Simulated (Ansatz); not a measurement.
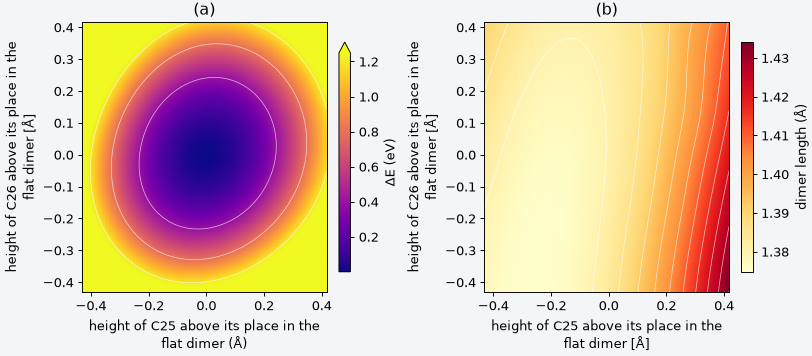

A C(100) slab cut from the Fd-3m phase, its lower face capped with 8 H atoms (36 atoms in the cell). Two atoms of the surface dimers are held at set heights. The first coordinate is: height of C25 above its place in the flat dimer; the second: height of C26 above its place in the flat dimer. Relaxed at each point: all atoms of the upper layers, but for the two heights. Grid: 7 × 7 points; 28 points were computed and 21 follow by symmetry. Points are written as (first, second). Energies are in eV, from the lowest grid point. Method: DFT PBE, scalar-relativistic, plane waves, PAW (Ansatz). Settings: cutoff 420 eV, k-mesh 5×5×1, gaussian smearing 0.05 eV, no spin polarisation.

Panel (a) is the energy; panel (b) is the computed dimer length, in Å.

Drawn: a smooth colour map with a few white contour lines, one colour for all values above the top of the scale. Between grid points the surface is interpolated.

Question: How does the dimer length vary over the map, and what is it at the lowest grid point?

Answer: It runs from 1.38 Å at (−0.292 Å, −0.431 Å) to 1.43 Å at (0.417 Å, −0.431 Å). At the lowest grid point, (0.000 Å, 0.000 Å), it is 1.38 Å.
